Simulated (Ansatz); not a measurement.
```
CELL_PARAMETERS angstrom
2.73676 0.00000 0.00000
0.00000 2.73676 0.00000
0.00000 0.00000 19.18834
ATOMIC_POSITIONS crystal
Ir 0.50000 0.50000 0.20846
Ir 0.00000 0.00000 0.30457
Ir 0.50000 0.50000 0.40068
O 0.66667 0.00000 0.46968
```

A point of a scan over the structure, not its minimum; not relaxed (largest force 1.9 eV/Å); computed without spin polarisation; PAW files of the earlier set (soft_1).

The calculation used Ansatz 0.2.0, DFT PBE, scalar-relativistic, plane waves, PAW.

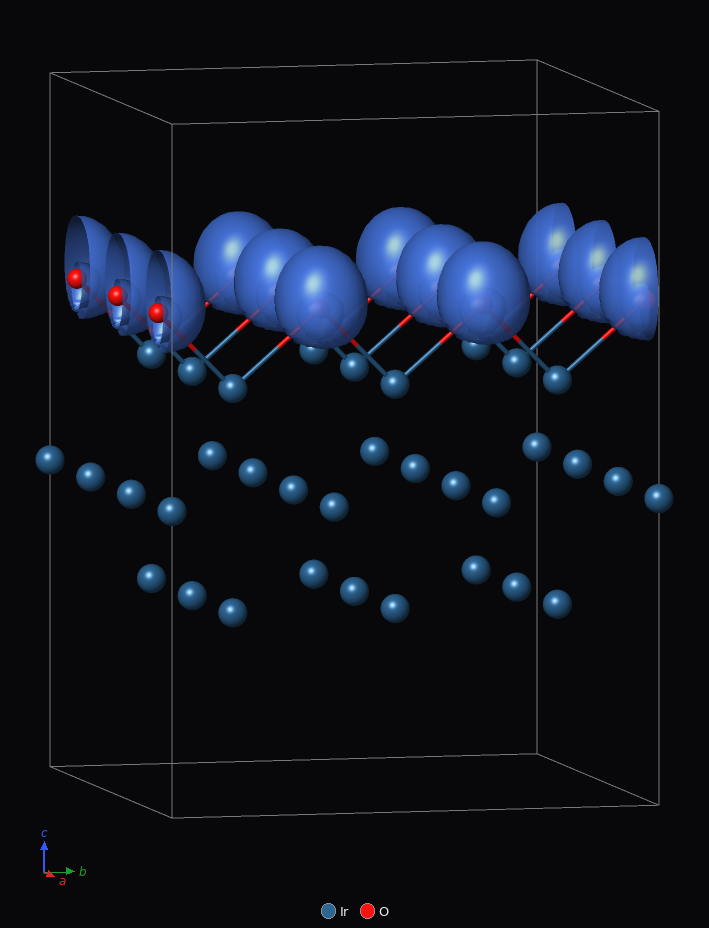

Ir3O (slab). Isosurface of the electron localisation function at 0.7 (blue), seen slightly off an axis. Only the valence region is drawn (cores and ρ < 0.01 e/Å³ removed). Sticks mark near contacts.

What do the ELF domains correspond to?

Answer. At this value the surface marks out one region wrapped around O (its valence shell), counted in one cell of 4 atoms. Counts are for one cell; the picture repeats the cell along the surface. Profiles from the grid: Ir–O (1.96 Å): the ELF peaks at about 0.75 in the valence shell of O, 0.6 Å from its nucleus, and is about 0.25 at the midpoint: no shared electron pair shows on this line.
